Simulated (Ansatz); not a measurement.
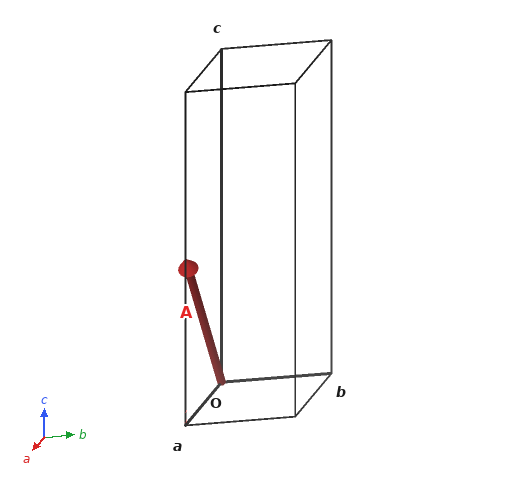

Crystal: Rh, the geometry relaxed with DFT, RPBE, plane waves (420 eV) with PAW, scalar-relativistic (Ansatz); the starting structure was generated, so it need not be a known form of this composition. The arrow starts at a corner of the unit cell and ends on its surface; where a tip isn't a corner, dashed lines run from it parallel to the axes. The drawing is computed from the coordinates (standard cell, symmetry found to 0.002 Å).

a = 2.730 Å, b = 2.730 Å, c = 8.901 Å, α = 90.00°, β = 90.00°, γ = 120.00°.

Question: Index the direction.

Answer: Arrow A runs from (0, 0, 0) to (1, 0, 1/2), so [2 0 1], in four indices [4 −2 −2 3].

Question: How long is the vector ua + vb + wc?

Answer: 10.442 Å.
